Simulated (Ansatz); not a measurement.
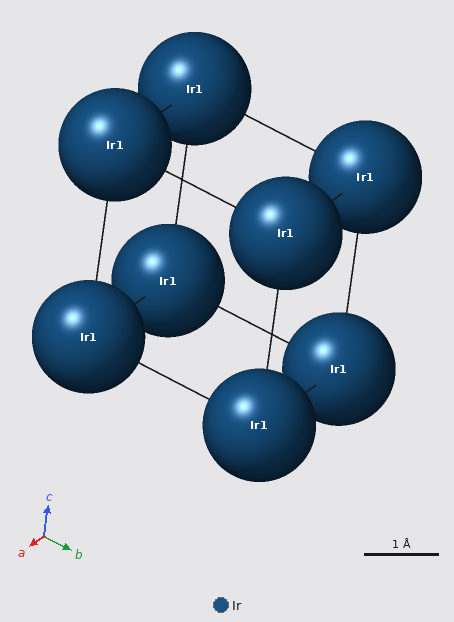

**Figure 1.** The structure as given in the input (spheres-only view of the reduced cell, seen slightly off an axis; atoms are numbered from 1 in the order of the input). An atom can appear more than once, as a periodic image.

## Single-point calculation, with input and output: Ir

Ir (1 atom in the cell), computed with DFT PBE, scalar-relativistic, plane waves, PAW, no spin polarisation (Ansatz 0.2.0).

The structure derives from an entry of the Crystallography Open Database. It belongs to a series of runs on one base structure; here: ratio of the length along z to the lengths across it x 0.707, volume and fractional coordinates fixed. Figures and captions count atoms from 1; the log counts them from 0 in places.

## The input
```yaml
crystal:
  lattice:
    - [0.0, 2.154898871, 1.5235135018]
    - [2.154898871, 0.0, 1.5235135018]
    - [2.154898871, 2.154898871, 0.0]
  atoms:
    - { symbol: Ir, position: [0.0, 0.0, 0.0] }
basis:
  ecutwfc: 420
kpoints:
  mp_grid: { grid: [24, 24, 24] }
hamiltonian:
  xc: pbe
scf:
  occupations: { method: gaussian, width: 0.15 }
output:
  forces: true
  stress: true
  eigenvalues: true
  write_density: true
  write_potential: true
  elf: true
  volumetric_format: npy
```

Machine: 1 thread of Intel Xeon @ 2.50GHz (Skylake/Cascade Lake), 189 GiB of memory available, shared host.

Launch command:
```bash
ansatz run input.yaml --threads 1 --pin off --max-ram 2560MiB --backend cpu --events-out ev --progress --plain --runs-dir out
```

## The program's output
```
Engine: ansatz 0.2.0, x86_64-unknown-linux-gnu
Pseudopotentials: kind: paw
Pseudopotential: Ir, paw, valence charge 17, recommended cutoff 420 eV (normal), Ir.paw.azcp
Functional definition: PBE
  parameter kappa = 0.804
  parameter beta = 0.06672455060314922
  exchange = pbe_x(kappa = kappa, mu = beta*pi^2/3)
  correlation = pbe_c(beta = beta)
Crystal: 1 atoms, lattice volume = 14.149 Å³
Basis set: ecut = 420 eV, 249 PW (Γ), exchange–correlation on 36×36×48 points (8 copies of the dense FFT grid, shifted against one another)
Bands: 13, of which v1, the nominal top of the filled ones, is band 9 counted from 1 (8 counted from 0)
Symmetry: 16 space group operations
Space group: I4/mmm (ITA 139), of the structure as read, at distance tolerance 2.4e-5 Å
k-points: 1063 of 13824
Non-local potential: Ir, projectors of the file, l = 0: 3, l = 1: 2, l = 2: 2, l = 3: 1
PAW form: soft (Blöchl's): semilocal exchange-correlation on the pseudo side does not see the compensation charge
PAW one-centre angular grid: Ir, 590 points (default); XC on 64 Gauss nodes
Initial density: superposition of atomic densities (neutral atoms: chi_scale 0, normalization atom), corrected by the library's trained network
Initial wavefunctions: pseudopotential atomic-orbital guess
Functional: x = pbe(κ = 0.804, μ = 0.2195149727645171), c = pbe(β = 0.06672455060314922)
SCF iter   1: F=—  HF=-11934.619735 eV  |F-HF|=—  |Δ(HF+E_count)|=         —  Δρ=5.34e-3  dr2=1.72e-3  ethr=1.77e-3  ⟨swp⟩=5.0  Hψ=66786  notcnv=0
preconditioner: auto → none  [metal: Δε(μ)=0.002 eV  Ē_g=14.026 eV  σ=0.150 eV  W_gap=0.01  n_scr=0 (ndim 8)  ℏωp=29.6 eV  f_vac=0.000  D(μ)=2.75/eV (n_scr^D=54)]
SCF iter   2: F=—  HF=-11934.619942 eV  |F-HF|=—  |Δ(HF+E_count)|=   2.07e-4  Δρ=2.39e-3  dr2=1.57e-4  ethr=1.01e-5  ⟨swp⟩=2.3  Hψ=26789  notcnv=0
SCF iter   3: F=—  HF=-11934.620148 eV  |F-HF|=—  |Δ(HF+E_count)|=   2.06e-4  Δρ=1.18e-3  dr2=3.63e-5  ethr=9.24e-7  ⟨swp⟩=2.1  Hψ=18718  notcnv=0
SCF iter   4: F=—  HF=-11934.620218 eV  |F-HF|=—  |Δ(HF+E_count)|=   7.05e-5  Δρ=2.45e-5  dr2=3.57e-8  ethr=2.14e-7  ⟨swp⟩=2.0  Hψ=17689  notcnv=0
iter 5 did not close the SCF: its close was put off for the readings that it lacked (scf_convergence_deferred on its scf_iter line)
SCF iter   5: F=-11934.620218 eV  HF=-11934.620218 eV  |F-HF|=5.89e-10  |Δ(HF+E_count)|=   3.20e-8  Δρ=7.49e-6  dr2=1.80e-9  ethr=2.10e-10  ⟨swp⟩=2.1  Hψ=22696  notcnv=0
SCF iter   6: F=-11934.620218 eV  HF=-11934.620218 eV  |F-HF|=3.46e-10  |Δ(HF+E_count)|=  1.64e-11  Δρ=2.81e-6  dr2=5.09e-10  ethr=1.06e-11  ⟨swp⟩=4.7  Hψ=67148  notcnv=0
SCF 1 converged in 6 iterations: F = -11934.620218 eV  dr2 = 5.09e-10
  greatest PAW one-centre occupation: 1.000 electrons in one spin orbital (limit 2), on the Ir atom at site 0 (counted from 0), in its partial waves of l = 0
SCF converged after 6 iterations
Free energy (F): -11934.620218 eV
Harris-Foulkes:  -11934.620218 eV  (|F-HF|=3.46e-10)
Internal energy: -11934.589315 eV  (E = F + TS)
E sigma→0 (E₀):  -11934.604766 eV
Entropy (-TS):   -0.030903 eV (-30.903 meV/atom)
Fermi energy:    25.573373 eV
--- Per-component energies (eV) ---
  E_band       = -79.634457
  E_kinetic    = 625.492163
  E_local      = -1067.350314  (includes V_loc(G=0)·N_el)
  E_nonlocal   = 73.522424
  E_hartree    = 410.921684
  E_xc         = -268.351974
  E_vxc        = -300.604850  (∫ρ·V_xc dr)
  E_paw        = -9223.919825  (= ΣΔE_a)
  E_vpaw       = -232.537535  (= ΣTr[D̂ρ^β])
  E_aug_tail   = 0.000062  (compensation charges beyond the density's cutoff)
  E_ewald      = -2484.903534
  E_smearing   = -0.030903  (= −TS)
  E_closure    = 0.000000  (closes the sum)
  Σ components = -11934.620218   (vs F -11934.620218, Δ=0.00e0)
--- Forces (eV/Å), atoms counted from 1 ---
  atom   1  Ir     0.00000000     0.00000000     0.00000000
  max |Σ_I F_I| component: 4.93e-32 eV/Å
--- Stress (GPa, compression-positive) ---
       22.244351       0.000000       0.000000
        0.000000      22.244351       0.000000
        0.000000       0.000000      22.127262
  P = ⅓ Tr σ = 22.2053 GPa (222.053 kbar)
--- Band table (eV; the first three rows and the last of 1063) ---
  k-point 0: bands = ["-66.8405", "-23.3436", "-23.3430", "-23.3430", "14.7168", "21.8416", "21.8431", "21.8431", "25.0062", "25.0089", "41.7672", "41.7672", "41.7706"]
  k-point 1: bands = ["-66.8393", "-23.3579", "-23.3480", "-23.3434", "14.7997", "21.8030", "21.8408", "21.9153", "24.9511", "25.0090", "41.8237", "41.8968", "41.9028"]
  k-point 2: bands = ["-66.8357", "-23.4000", "-23.3620", "-23.3433", "15.0436", "21.6897", "21.8293", "22.1327", "24.8023", "25.0166", "41.9660", "42.2591", "42.2805"]
  k-point 1062: bands = ["-66.7107", "-23.9317", "-23.9314", "-23.9314", "18.2413", "18.2416", "27.2136", "27.2136", "27.2144", "33.5144", "33.5144", "33.5191", "40.7862"]
```

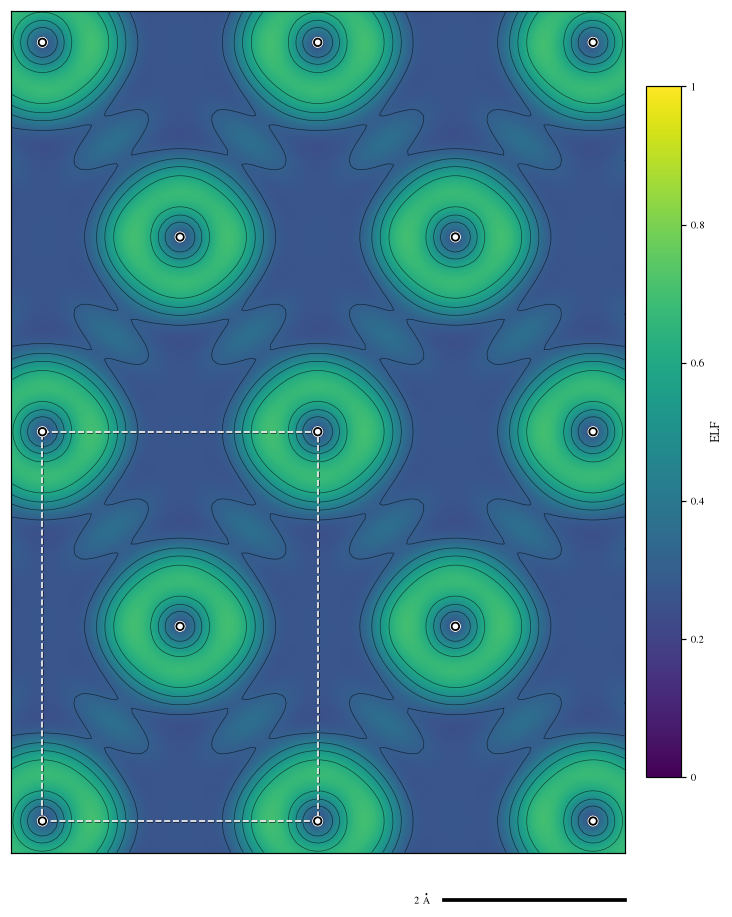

**Figure 2.** Electron localisation function on the (011) plane of the conventional cell. Circles mark the nuclei in the plane (Ir). Ir–Ir (2.64 Å): the ELF is about 0.35 at the midpoint, as expected for metallic bonding. The strong features right at Ir lie inside the PAW spheres (semicore, d or f shells) and say nothing about bonding. Core electrons are frozen (PAW), so the fields are smoothed inside the atomic spheres.

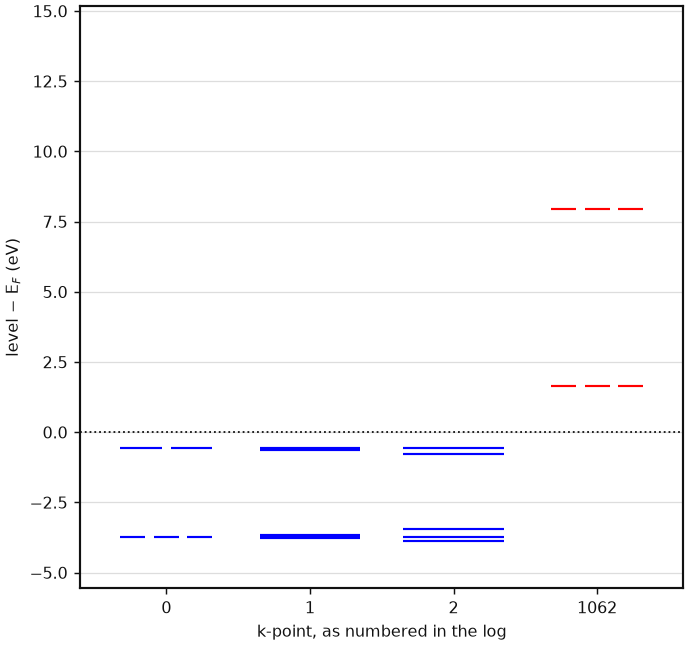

**Figure 3.** Kohn–Sham levels near the Fermi level (dotted) at the few k-points that the log prints; levels within 0.02 eV of each other stand side by side. The system is metallic on the full mesh.

## Summary

| quantity | value |
| --- | --- |
| outcome | converged |
| space group (tolerance 0.01 Å) | Im-3m (229) |
| electrons treated | 17 |
| free energy | −11934.6202 eV |
| Fermi energy | 25.573 eV |
| gap on the k-point mesh | none (metallic) |
| pressure | 22.21 GPa |
| largest force (length of the vector) | under 0.001 eV/Å |
| wall time | 30 s |
| peak memory | 0.47 GiB |

## Remarks

Spin–orbit coupling is left out, which matters for Ir. The cell is under a pressure of 22 GPa at this level, so it is not at its equilibrium volume.
